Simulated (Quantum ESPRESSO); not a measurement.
## MnS: 7 runs along one coordinate

System: MnS (R-3m, 2 atoms in the cell).
Method: Kohn-Sham DFT of a periodic cell, PBE, SSSP 1.3 efficiency PBE, spin-polarised (Quantum ESPRESSO 7.5).

The 7 runs differ only in the geometry, by an even scaling of the cell at fixed fractional positions. The structure derives from a Materials Project entry.

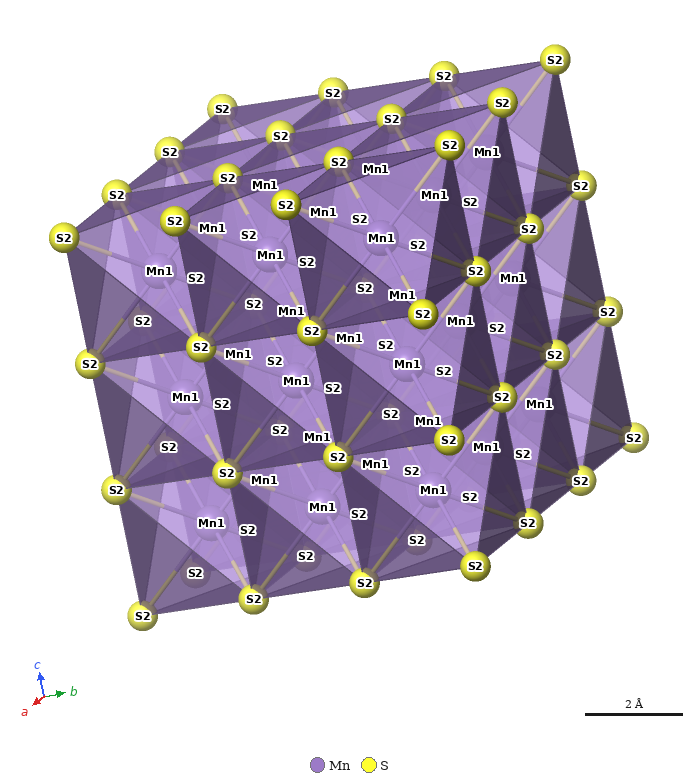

Figure 1. The structure of run 4 (polyhedral view of the cell of the calculation, repeated 2 × 2 × 2, seen slightly off an axis; polyhedra are completed across the faces of the cell; atoms are numbered from 1 in the order of the input).

**Input of run 4**
```
&CONTROL
  calculation = 'scf'
  prefix = 'pwscf'
  outdir = './tmp'
  pseudo_dir = './pseudo'
  tprnfor = .true.
  tstress = .true.
  disk_io = 'low'
/
&SYSTEM
  ibrav = 0
  nat = 2
  ntyp = 2
  ecutwfc = 65
  ecutrho = 780
  nbnd = 20
  occupations = 'smearing'
  smearing = 'fd'
  degauss = 0.00367493
  nspin = 2
  starting_magnetization(1) = 0.2667
  starting_magnetization(2) = 0
/
&ELECTRONS
  conv_thr = 4d-10
  electron_maxstep = 120
  mixing_beta = 0.3
/
ATOMIC_SPECIES
Mn    54.9380 mn_pbe_v1.5.uspp.F.UPF
S     32.0600 s_pbe_v1.4.uspp.F.UPF
CELL_PARAMETERS angstrom
   1.8299960138    1.0565486912    2.9709202777
  -1.8299960138    1.0565486912    2.9709202777
   0.0000000000   -2.1130973823    2.9709202777
ATOMIC_POSITIONS crystal
Mn     0.0000000000    0.0000000000    0.0000000000
S      0.5000000000    0.5000000000    0.5000000000
K_POINTS automatic
9 9 9 0 0 0
```

**File pp_density.in of run 4**
```
&INPUTPP
  prefix = 'pwscf'
  outdir = './tmp'
  filplot = 'density.dat'
  plot_num = 0
/
&PLOT
  nfile = 1
  filepp(1) = 'density.dat'
  iflag = 3
  output_format = 6
  fileout = 'density.cube'
/
```

**File pp_potential.in of run 4**
```
&INPUTPP
  prefix = 'pwscf'
  outdir = './tmp'
  filplot = 'potential.dat'
  plot_num = 11
/
&PLOT
  nfile = 1
  filepp(1) = 'potential.dat'
  iflag = 3
  output_format = 6
  fileout = 'potential.cube'
/
```

**File pp_spin.in of run 4**
```
&INPUTPP
  prefix = 'pwscf'
  outdir = './tmp'
  filplot = 'spin.dat'
  plot_num = 6
/
&PLOT
  nfile = 1
  filepp(1) = 'spin.dat'
  iflag = 3
  output_format = 6
  fileout = 'spin.cube'
/
```

Command:
```bash
OMP_NUM_THREADS=1 mpirun -n 2 pw.x -nk 2 -in pw.in > pw.out
OMP_NUM_THREADS=1 mpirun -n 1 pp.x -in pp_density.in > pp_density.out
OMP_NUM_THREADS=1 mpirun -n 1 pp.x -in pp_potential.in > pp_potential.out
OMP_NUM_THREADS=1 mpirun -n 1 pp.x -in pp_spin.in > pp_spin.out
```

Lattice vectors (Å) and fractional positions of run 4:
```
   1.829996    1.056549    2.970920
  -1.829996    1.056549    2.970920
   0.000000   -2.113097    2.970920
Mn  0.000000  0.000000  0.000000
S   0.500000  0.500000  0.500000
```

Run 6 has the same physical settings and fractional positions; its lattice vectors (Å) are:
```
   1.854078    1.070452    3.010016
  -1.854078    1.070452    3.010016
   0.000000   -2.140904    3.010016
```

**Results, with one run withheld**

```csv
run,volume per atom (Å³),"free energy per atom, from the lowest run given (meV)",pressure (GPa)
1,16.199,3.40,1.82
2,16.543,0.58,0.79
3,16.888,0.00,−0.29
4,17.233,1.78,−1.41
5,17.577,5.96,−2.48
6,17.922,?,?
7,18.267,20.76,−4.37
```

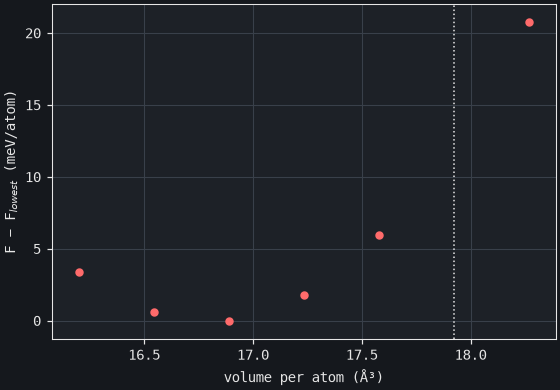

Figure 2. Free energy per atom of the runs given; the dotted line marks run 6.

Estimate the energy of run 6 from the others.

A cubic polynomial in V^(−2/3) (the Birch–Murnaghan form), fitted to the 6 runs given, misses them by at most 0.05 meV per atom. With x = V^(−2/3) − 0.15069 Å⁻², it reads F = 0.82527 − 1009.4 x + 2.8979e+05 x² − 3.8413e+06 x³ (meV per atom). At run 6 it gives 12.25 meV per atom, and the run itself gives 12.34. The slope of the fit gives a pressure −dF/dV of −3.45 GPa there, and the run prints −3.45 GPa. The fit has its minimum at 16.792 Å³ per atom, where V d²F/dV² gives 53 GPa. Cell shape and fractional positions are held, so this is the stiffness under even scaling; the relaxed bulk modulus wasn't computed.

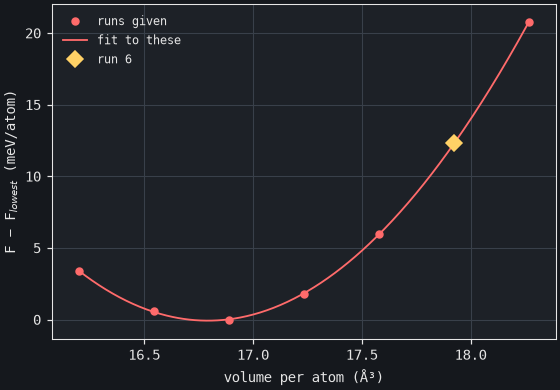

Figure 3. The fit and the withheld run.

**Some lines of the output (run 6)**
```
[...]
     total energy              =    -235.37751132 Ry
     total energy              =    -235.37832257 Ry
     total energy              =    -235.37838872 Ry
     total energy              =    -235.37840520 Ry
     total energy              =    -235.37840719 Ry
     total energy              =    -235.37840759 Ry
     total energy              =    -235.37840761 Ry
     total energy              =    -235.37840766 Ry
     total energy              =    -235.37840767 Ry
     the Fermi energy is    10.0801 ev
!    total energy              =    -235.37840768 Ry
     The total energy is F=E-TS. E is the sum of the following terms:
     Computing stress (Cartesian axis) and pressure
          total   stress  (Ry/bohr**3)                   (kbar)     P=      -34.48
```

Notes on the run: negative rho.
